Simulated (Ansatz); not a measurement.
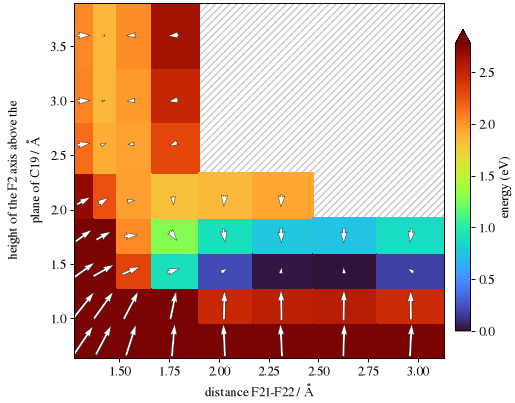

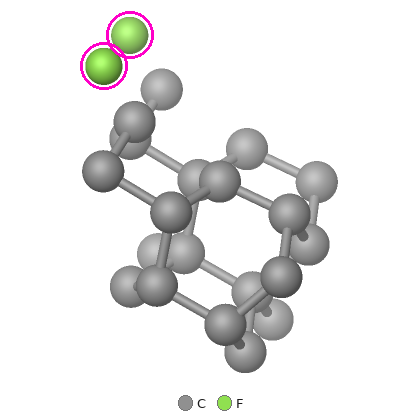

Energy landscape of F₂ on a C(101) slab cut from the P6_3/mmc phase, its upper half relaxed before the scan (20 atoms of substrate and one adsorbate in a 2 × 1 cell). F2 lies flat over one site of a rigid substrate while its bond length and height are varied; it sits over a bridge site, heights counted from the top plane, its axis along the first surface vector. Coordinates scanned: (1) distance F21-F22; (2) height of the F2 axis above the plane of C19. Grid: 8 × 8 points. At 14 points there is no value (left out: too close to the surface, or the stretched molecule far from it). Points are written as (first, second). Energies: eV, counted from the lowest grid point. Theory: DFT PBE, scalar-relativistic, plane waves, PAW in Ansatz. Settings: cutoff 420 eV, k-mesh 6×6×1, gaussian smearing 0.05 eV, no spin polarisation.

Drawn: one coloured cell a grid point, arrows along the force (downhill), their lengths compressed, one colour for all values above the top of the scale, hatched blanks where no value was computed. The second picture is the structure at the lowest point; rings mark the moved atoms.

Where are the lowest and the highest points?

Answer. The lowest grid point is at (2.629 Å, 1.44 Å). The highest grid point, (1.320 Å, 0.80 Å), lies 20.9 eV above the lowest.

Each point was launched as `ansatz run input.yaml --threads 2 --pin off --max-ram 6144MiB --backend cpu --events-out ev --progress --plain --runs-dir out`. Time for the 50 points that were run: 47 min on 2 threads of Arm Neoverse V1 (shared host).

PAW datasets: the set soft_1.
